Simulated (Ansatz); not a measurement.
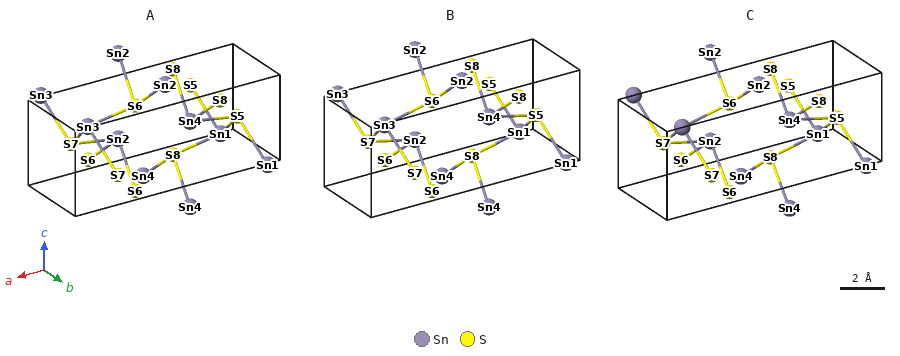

3 geometries from one relaxation of crystalline SnS (set up in Pnma), in shuffled order. The picture is a ball-and-stick view of the cell of the calculation, reduced to other axes, seen from a free direction. Lengths and directions refer to the drawn axes.

The start is a measured structure.

Theory: DFT, PAW plane waves, r2SCAN (Ansatz). (plane-wave cutoff 500 eV; k-point mesh 7 × 6 × 3; occupations gaussian; smearing width 0.2956 eV; no spin polarisation; cell and atoms relaxed; force threshold 0.03 eV/Å; at most 80 steps)

**Put them in the order of the run, from the start to the converged end.**

A, C, B. They are steps 0, 1, 7, at +13.4 meV per atom, +9.1 meV per atom relative to the last. The largest moves relative to the cell, 0.097 Å, are those of Sn1, Sn2, Sn3 and Sn4. Sn3 goes in a general direction near −c. By element the largest moves are Sn 0.097 Å, S 0.048 Å. Cell: a 11.121 → 11.351 Å (+2.1 %), b 3.959 → 3.956 Å (−0.1 %), c 4.307 → 4.549 Å (+5.6 %). Volume +7.7 %. Among the contacts that change: Sn1–S5 2.668 → 2.643 Å, Sn1–S8 2.611 → 2.636 Å. Bond angles that change, for instance: S5–Sn4–S8 88.2° → 90.4°, Sn1–S8–Sn4 103.5° → 105.5°. The space group stays Pnma (No. 62). The energy falls by 13.4 meV per atom in 6 accepted moves (7 points after the start). The largest force component goes from 0.14 to 0.0093 eV/Å. The pressure goes from 1.90 to −0.01 GPa. The SCF was repeated once at an unchanged geometry on a basis and grid sized afresh for the cell, which shifted the energy by 0.2 meV per atom at most.
